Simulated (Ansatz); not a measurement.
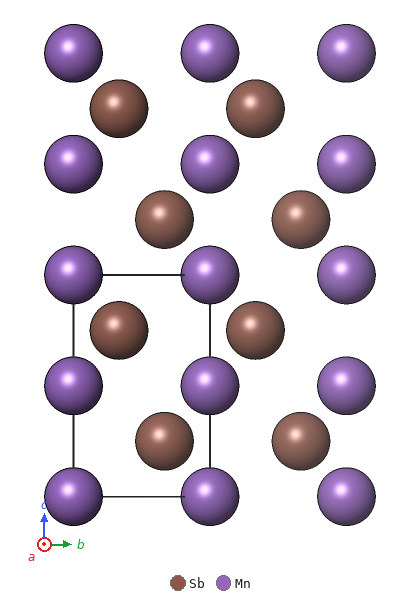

The picture looks along a close-packed row of the hexagonal mesh; c points upwards. Every atom sits on one of the three columns of the mesh; call them A, B, C in the order in which they first turn up. The sequence starts with the first layer at or above the cell's origin.

MnSb. Coordinates: the input geometry of an electronic-structure calculation (not necessarily at equilibrium).

Give the sequence of layers in one repeat, with element and column.

Answer. Mn(A) – Sb(B) – Mn(A) – Sb(C) (four layers in 5.79 Å).

How are the Sb layers alone stacked?

Answer. Sb layers alone: BC, the hexagonal close-packed type.

Which positions between or in the Sb layers do the other atoms fill?

Answer. Mn: two octahedral sites, counted in one hexagonal cell.

Heights of the layers:

```csv
layer,atoms (column),height (Å),to next (Å)
1,Mn(A),0.00,1.45
2,Sb(B),1.45,1.45
3,Mn(A),2.90,1.45
4,Sb(C),4.35,1.45
```
